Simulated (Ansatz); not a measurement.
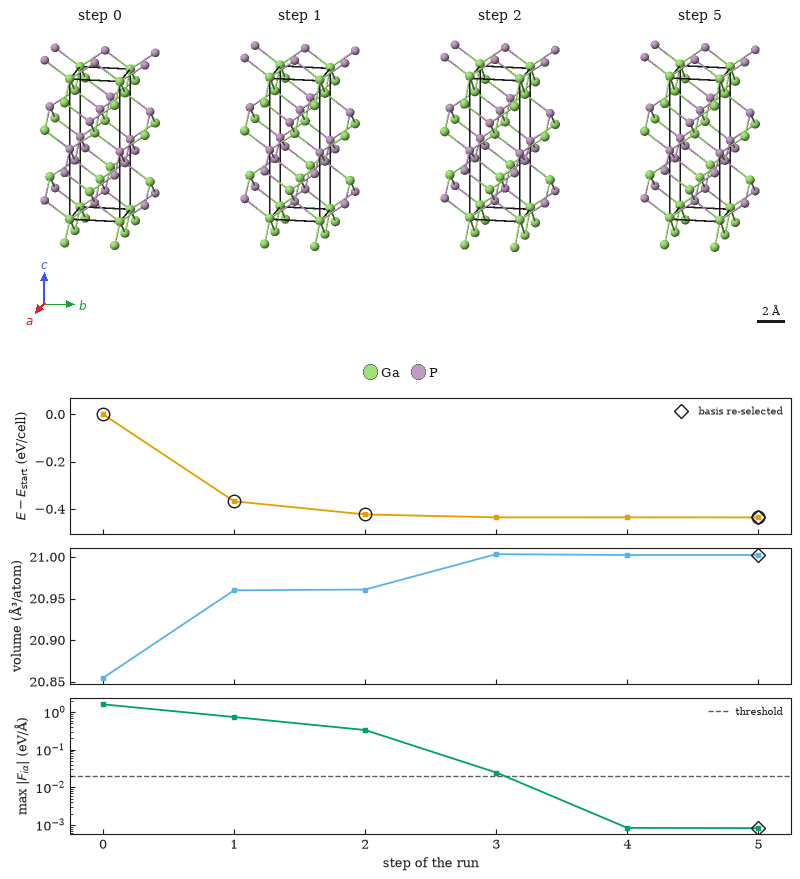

Frames of a relaxation of an interface cell of composition GaP, marked on the history of the run. The picture is a ball-and-stick view of the cell of the calculation, seen slightly off an axis.

Case: antiphase boundary on (0 0 1), species swapped.

All numbers below come from Ansatz, DFT PBE, scalar-relativistic, plane waves, PAW.

Input
```yaml
crystal:
  lattice:
    - [3.892674892, 0.0, 0.0]
    - [0.0, 3.892674892, 0.0]
    - [0.0, 0.0, 11.0101472524]
  atoms:
    - { symbol: Ga, position: [0.0, 0.0, 0.0] }
    - { symbol: Ga, position: [0.5, 0.5, 0.25] }
    - { symbol: P, position: [0.0, 0.5, 0.125] }
    - { symbol: P, position: [0.5, 0.0, 0.375] }
    - { symbol: P, position: [0.0, 0.0, 0.5] }
    - { symbol: P, position: [0.5, 0.5, 0.75] }
    - { symbol: Ga, position: [0.0, 0.5, 0.625] }
    - { symbol: Ga, position: [0.5, 0.0, 0.875] }
basis:
  ecutwfc: 420
kpoints:
  mp_grid: { grid: [8, 8, 3] }
hamiltonian:
  xc: pbe
scf:
  occupations: { method: gaussian, width: 0.05 }
output:
  forces: true
  stress: true
  eigenvalues: true
  populations: true
relax:
  adjacent_minimum: "off"
  f_tol: 0.02
  max_steps: 45
  cell: { fix: [a, b, alpha, beta, gamma], stress_tol: 0.1 }
```

Command:
```bash
ansatz run input.yaml --threads 2 --pin off --max-ram 5120MiB --backend cpu --events-out ev --progress --plain --runs-dir out
```

> What happens along the run?

The energy falls by 0.436 eV per cell of the calculation in 4 accepted moves (5 points after the start). Largest force component: 1.6 eV/Å at the start, 0.00082 eV/Å at the end. Pressure: 1.52 GPa at the start and 0.78 GPa at the end. The SCF was repeated once at an unchanged geometry on a basis and grid sized afresh for the cell, which shifted the energy by 0.3 meV per cell of the calculation at most. The largest moves relative to the cell, 0.15 Å, are those of P3 and P6. P3 goes along +c. Largest moves by element: P 0.15 Å, Ga 0.13 Å. Cell: a = b unchanged at 3.893 Å, c 11.010 → 11.088 Å (+0.7 %). Volume +0.7 %. Some distances before and after: Ga1–Ga8 2.384 → 2.546 Å, P4–P5 2.384 → 2.231 Å, Ga1–P3 2.384 → 2.403 Å, Ga2–P3 2.384 → 2.374 Å. Among the angles between lasting bonds that change: P4–P5–P4 109.5° → 121.5°, Ga8–Ga1–Ga8 109.5° → 99.7°, P4–P5–Ga7 109.5° → 106.7°. Cost: 41 s on 2 threads of Intel(R) Xeon(R) 6975P-C (Granite Rapids), with other jobs on the host, peak memory 0.66 GiB. From step 0 to 1: P atoms move most (0.11 Å), volume +0.5 %, energy −0.367 eV per cell of the calculation. From step 1 to 2: Ga atoms move most (0.08 Å), energy −55.5 meV per cell of the calculation. From step 2 to 5: Ga atoms move most (0.03 Å), volume +0.2 %, energy −12.7 meV per cell of the calculation.

```tsv
step	E − E(0), meV/atom	largest force component, eV/Å	pressure, GPa	volume, Å³/atom	note
0	0.00	1.6174	1.52	20.854	
1	-45.93	0.7432	0.86	20.960	
2	-52.88	0.3348	1.00	20.961	
3	-54.42	0.0247	0.77	21.003	
4	-54.43	0.0008	0.78	21.002	
5	-54.46	0.0008	0.78	21.002	same geometry, new basis
```
